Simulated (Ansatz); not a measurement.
Al7As8: several calculations on one system

### Relaxation

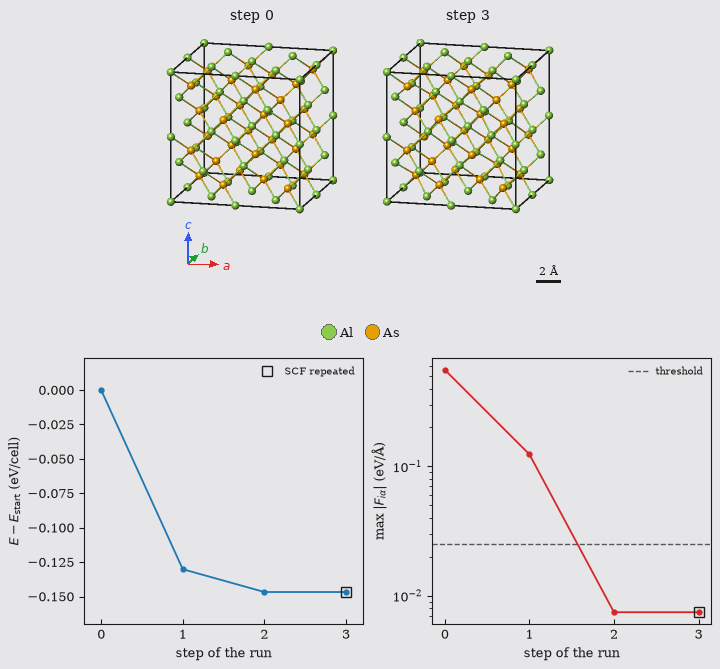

First and last geometry of a relaxation of a defect cell of composition Al$_{7}$As$_{8}$ (cell charge −1), with the history of the run. A ball-and-stick model of the conventional cell (4 times the calculation's cell), seen slightly off an axis. Lengths and directions refer to the drawn axes.

Case: Al vacancy (site a), charge -1, atoms relaxed at the host's cell.

Theory: DFT PBE, scalar-relativistic, plane waves, PAW in Ansatz 0.2.0. (plane-wave cutoff 420 eV; k-point mesh 2 × 2 × 2; occupations gaussian; smearing width 0.01 eV; collinear spin; atoms relaxed in a fixed cell; force threshold 0.025 eV/Å; at most 45 steps)

Question: What do the curves and the structures tell?

Answer: It converged. After 2 accepted moves (3 points after the start) the energy has fallen by 0.147 eV per cell of the calculation. Largest force component: 0.56 eV/Å at the start, 0.0075 eV/Å at the end. 1 step only repeated the SCF at the same geometry. The largest moves, 0.090 Å, are those of As atoms. Largest moves by element: As 0.090 Å, Al 0.058 Å. The cell stays as it was. Among the contacts that change: Al–As 2.476 → 2.506 Å. Among the angles between lasting bonds that change: As–Al–As 109.1° → 115.2°, Al–As–Al 109.7° → 106.5°, As–Al–As 109.8° → 107.1°. The run took 14 s on 4 threads of AMD EPYC 9R14 (Zen 4), with other jobs on the host, peak memory 1.1 GiB.

Limits of the set-up: the k-point mesh is coarse for a cell with partly filled bands; the periodic images lie only 8.1 Å apart, so the values are limited by the cell's size; the cell is charged, on a uniform background, and energies carry no finite-size correction.

### Relaxation

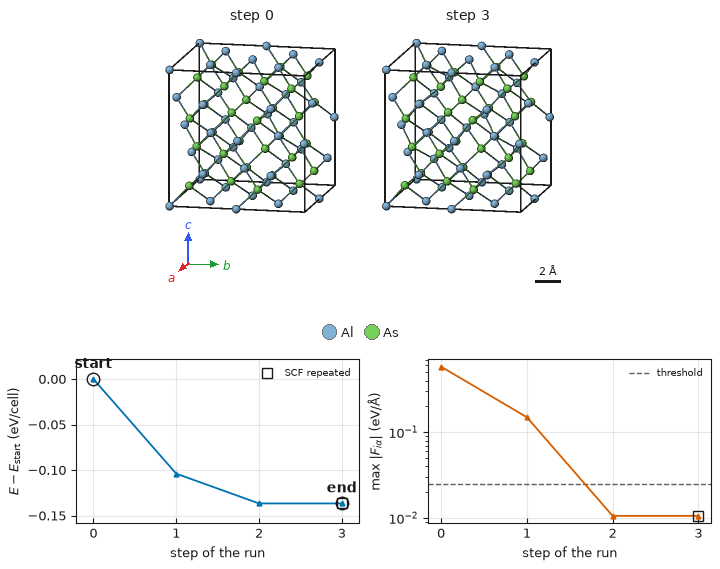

First and last geometry of a relaxation of a defect cell of composition Al7As8 (cell charge −2), with the history of the run. The picture is a ball-and-stick view of the conventional cell (4 times the calculation's cell), seen slightly off an axis. Lengths and directions refer to the drawn axes.

Case: Al vacancy (site a), charge -2, atoms relaxed at the host's cell.

All numbers below come from DFT PBE, scalar-relativistic, plane waves, PAW in Ansatz 0.2.0. Set-up: plane-wave cutoff 420 eV; k-point mesh 2 × 2 × 2; occupations gaussian; smearing width 0.01 eV; collinear spin; atoms relaxed in a fixed cell; force threshold 0.025 eV/Å; at most 45 steps.

Question: What do the curves and the structures tell?

Answer: It converged. The largest moves, 0.063 Å, are those of As atoms. By element the largest moves are As 0.063 Å, Al 0.061 Å. The lattice vectors keep their values. Some distances before and after: Al–As 2.506 → 2.541 Å, Al–As 2.492 → 2.500 Å, Al–As 2.484 → 2.477 Å. Among the angles between lasting bonds that change: As–Al–As 115.2° → 120.3°, Al–As–Al 106.5° → 103.6°, As–Al–As 107.1° → 104.5°. After 2 accepted moves (3 points after the start) the energy has fallen by 0.137 eV per cell of the calculation. Largest force component: 0.58 eV/Å at the start, 0.011 eV/Å at the end. 1 step only repeated the SCF at the same geometry. Cost: 9.6 s on 4 threads of AMD EPYC 9R14 (Zen 4) (shared host), peak memory 1.1 GiB.

Limits of the set-up: the k-point mesh is coarse for a cell with partly filled bands; the periodic images lie only 8.1 Å apart, so the values are limited by the cell's size; the cell is charged, on a uniform background, and energies carry no finite-size correction.

### Defect

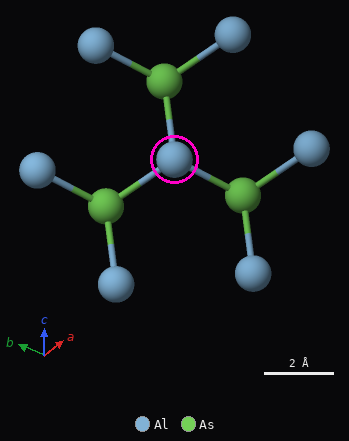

Perfect AlAs. Style: ball-and-stick. Shown: the atoms within 4.6 Å of one point, in a slice 4.2 Å thick across the line of sight, from a free direction.

Theory: DFT PBE, scalar-relativistic, plane waves, PAW in Ansatz. Set-up: plane-wave cutoff 420 eV; k-point mesh 2 × 2 × 2; occupations gaussian; smearing width 0.01 eV; collinear spin. The cell is small and the k-mesh coarse, so the numbers are rough. A uniform background neutralises the charged cell. The axes drawn are those of the host's conventional cell.

An aluminium atom is taken out (a vacancy) at the ringed place, in charge state −1. The supercell has 16 sites, and the atoms are relaxed at the host's cell.

> Predict the relaxed surroundings of the defect.

Around the empty Al site the host had 4 As at 2.48 Å; after relaxation the nearest atoms are 4 As at 2.39 Å. Of the host's atoms, an arsenic atom moves furthest from its site, by 0.09 Å.

The relaxed defect, seen from the same direction:

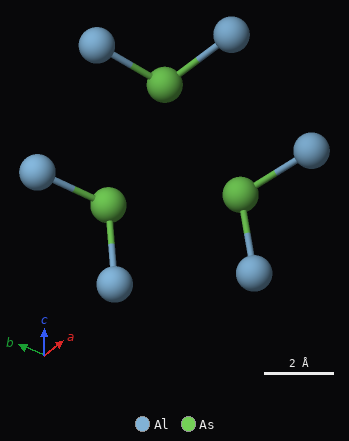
